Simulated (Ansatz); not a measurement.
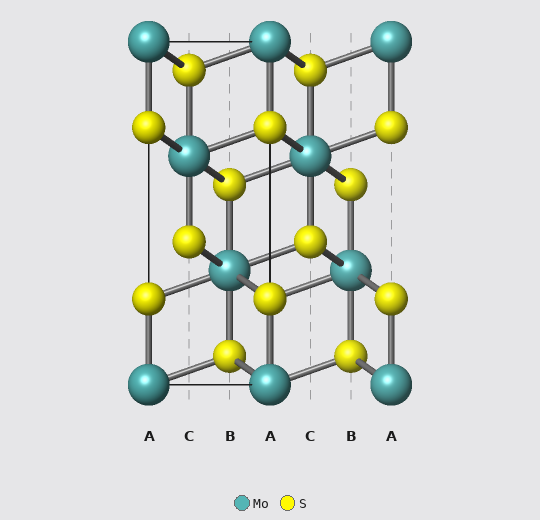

Projection along an edge of the hexagonal mesh, stacking direction [111] upwards. The dashed lines mark the three columns A (0, 0), B (1/3, 2/3) and C (2/3, 1/3). The box is the hexagonal cell of the face-centred cubic lattice. The sequence starts with the first layer at or above the cell's origin.

System MoS2; source of the atomic positions: the input geometry of an electronic-structure calculation (not necessarily at equilibrium); the starting structure was generated, so it need not be a known form of this composition.

Give the sequence of layers in one repeat, with element and column.

Mo(A) – S(B) – S(A) – Mo(B) – S(C) – S(B) – Mo(C) – S(A) – S(C) (nine layers in 10.16 Å).
